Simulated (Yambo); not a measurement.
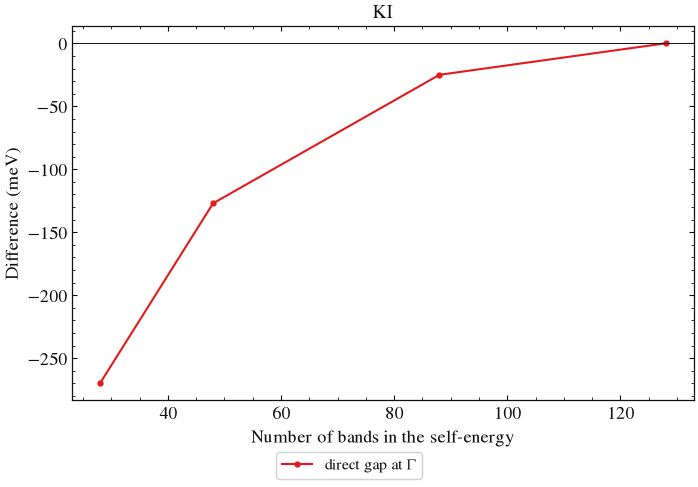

G0W0 gaps of rocksalt KI, space group Fm-3m (No. 225), 2 atoms in the primitive cell (cubic a = 7.066 Å) as the number of bands in the self-energy is raised, all else fixed. The plot shows differences from the last run. Method: PBEsol, PseudoDojo 0.4.1 SR PBEsol standard, no spin polarisation, no spin-orbit coupling, 4×4×4 k mesh, 1007 eV cutoff, fixed occupations (Yambo); in the last run, G0W0 with frequency dependence of W plasmon pole, bands in the response 128, bands in the self-energy 128, cutoff of the response matrix 5 Ry and cutoff of exchange and Vxc 74 Ry.

Which number of bands in the self-energy is enough for 10 meV?

The direct gap at Γ starts −270 meV from the last run and still moves by 25 meV in the last step, from 88 to 128. This holds at the response cutoff of these runs; a larger one needs more bands.

```
number of bands in the self-energy  direct gap at Γ (eV)
                                28                 5.625
                                48                 5.768
                                88                 5.870
                               128                 5.895
```

Spin-orbit coupling is left out, which matters for I. The settings that aren't varied aren't converged either.
